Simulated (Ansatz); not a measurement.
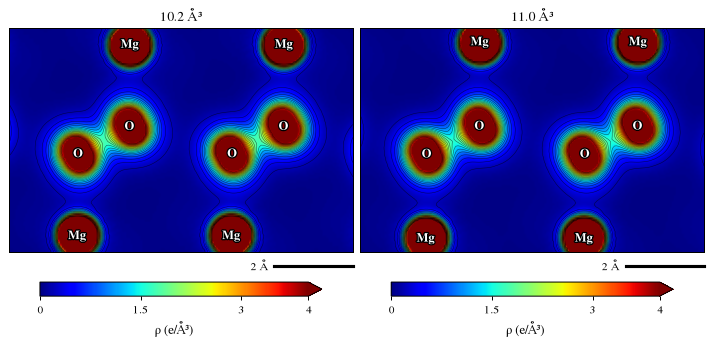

MgO2. The valence pseudo-density of cells scaled evenly to different volumes (given per atom above each panel), on the (101̄) plane of each (indices in the axes of the cell below), at one length scale and on one colour scale.

A structure from a database of computed crystals, not necessarily the ambient phase.

Level of theory: Ansatz 0.2.0, Kohn-Sham DFT of a periodic cell, PBEsol, Ansatz PAW.

The largest cell:

```yaml
crystal:
  lattice:
    - [1.63623, 0.94468, 3.56251]
    - [-1.63623, 0.94468, 3.56251]
    - [0.00000, -1.88936, 3.56251]
  atoms:
    - { symbol: Mg, position: [0.00000, 0.00000, 0.00000] }
    - { symbol: O, position: [0.57121, 0.57121, 0.57121] }
    - { symbol: O, position: [0.42879, 0.42879, 0.42879] }
```

| volume (Å³/atom) | O–O contact in the plane (Å) | ρ at its midpoint (e/Å³) | pressure (GPa) | gap on the mesh (eV) | 
| --- | --- | --- | --- | --- |
| 10.18 | 1.483 | 1.719 | −2.3 | 2.36 | 
| 10.39 | 1.493 | ? | ? | ? | 
| 11.01 | 1.522 | 1.586 | −11.0 | 1.90 | 

What values belong in the row with question marks?

Answer. Over the known rows ln ρ falls by 2.06 per Å of O–O distance (the line through the two), which gives 1.684 e/Å³ at 1.493 Å; the calculation gives 1.674 e/Å³. For the pressure, a straight line in volume between the neighbouring rows gives −4.5 GPa; the calculation gives −4.8. For the gap on the mesh, a straight line in volume between the neighbouring rows gives 2.24 eV; the calculation gives 2.23.
